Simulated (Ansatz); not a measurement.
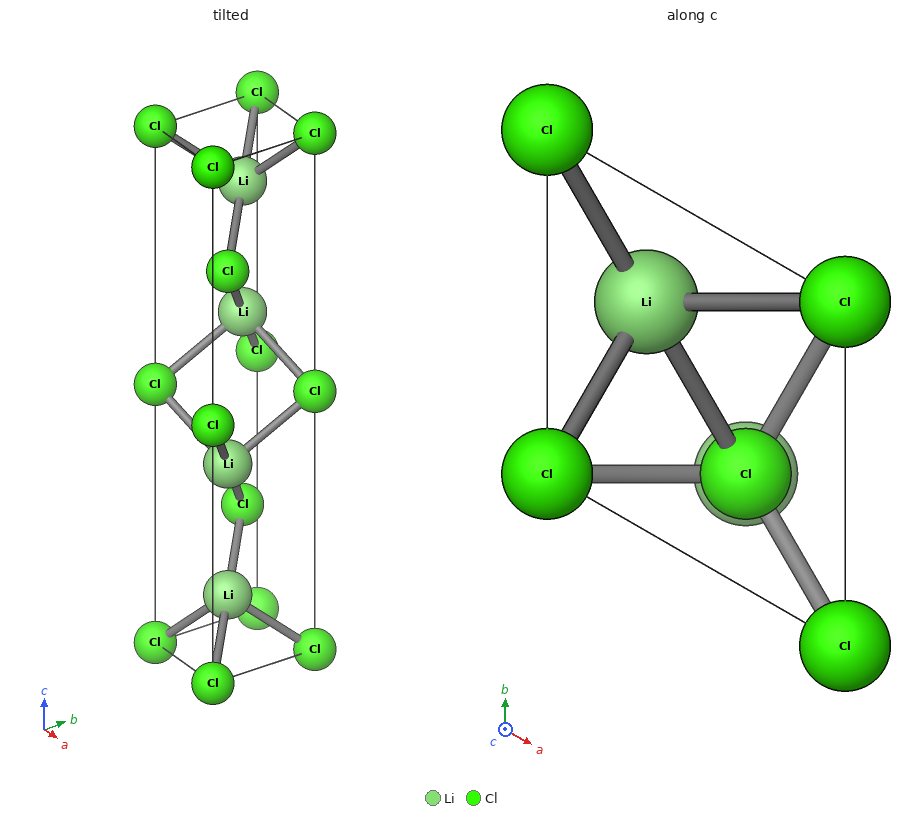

Figure: ball-and-stick view slightly off an axis and along the c axis. Lines trace the edges of the conventional unit cell. Cell: a = 3.62 Å, b = 3.62 Å, c = 12.02 Å, α = 90.00°, β = 90.00°, γ = 120.00°.

The structure was taken from a structure type filled with these elements by a generator (whether the compound takes this form wasn't checked). Earlier steps of the study may have refined or changed the cell and positions. It was the input of a calculation with Ansatz.

What is this?

Answer. The formula is LiCl. It belongs to space group P6_3/mmc (No. 194) and has a primitive hexagonal lattice. There are 8 atoms in the cell: 4 Li, 4 Cl. Each Li atom is coordinated by six Cl in an octahedral arrangement at about 2.6 Å. Each Cl is bonded to six Li at about 2.6 Å. The bonds build a three-dimensional framework.

Electronic-structure method: Ansatz 0.2.0, DFT PBE, scalar-relativistic, plane waves, PAW. Parameters: a cutoff energy of 420 eV, a 6×6×2 mesh of k-points, Gaussian smearing of 0.02 eV, no spin polarisation.

What does the calculation say: metal or gapped?

Answer. An insulator at this level, with a gap of 6.21 eV, direct.

Give the Bader charge of each element.

Answer. Li +0.90 e; Cl -0.90 e.

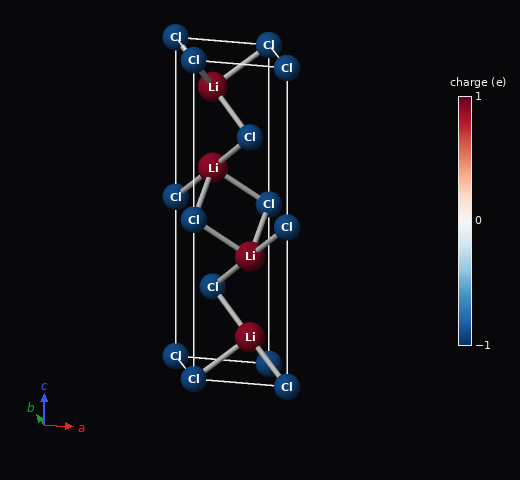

The atoms coloured by those charges. The run's cell of 8 atoms is drawn.

Does the calculation find this structure at rest?

Answer. Yes. All forces vanish to within 0.01 eV/Å. The pressure is 0.0 GPa, close to zero.
